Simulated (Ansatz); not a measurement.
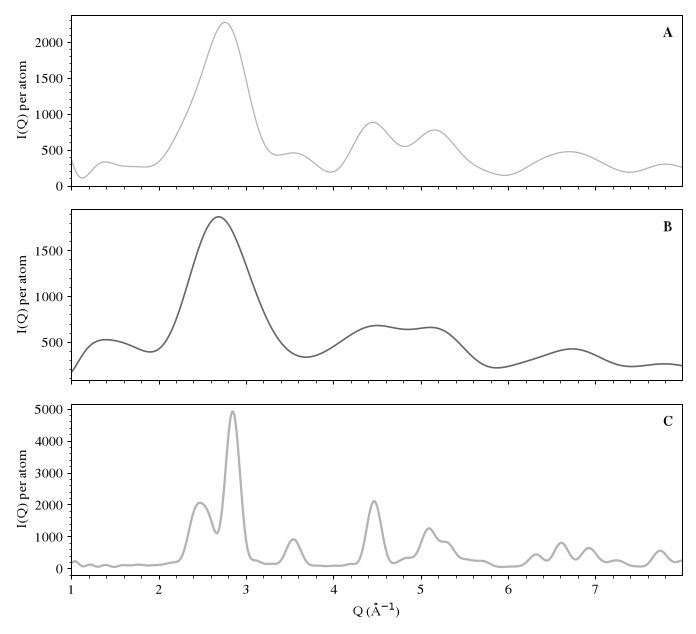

X-ray scattering of spheres cut from the crystal structure of Nb (P6_3/mmc, a = 2.812 Å, b = 2.812 Å, c = 5.161 Å, α = 90.00°, β = 90.00°, γ = 120.00°), calculated atom by atom with the Debye equation (B = 0.5 Å², no relaxation of the surface). Structure used: the end point of a relaxation with Ansatz 0.2.0, DFT, LDA (PW92), plane waves (420 eV) with PAW, scalar-relativistic; the starting structure was generated, so it need not be a known form of this composition.

The spheres are 10, 14 and 36 Å across. Which curve is which?

Answer. curve A: 14 Å (75 atoms); curve B: 10 Å (25 atoms); curve C: 36 Å (1363 atoms). Peak widths go roughly as 2π/D, so the largest sphere has the sharpest peaks.

Index the main peaks of the largest sphere.

Answer. Q ≈ 2.47 Å⁻¹: 002; Q ≈ 2.85 Å⁻¹: 101; Q ≈ 3.54 Å⁻¹: 102; Q ≈ 4.47 Å⁻¹: 110 + 103; Q ≈ 5.10 Å⁻¹: 112; Q ≈ 6.61 Å⁻¹: 114 + 105.
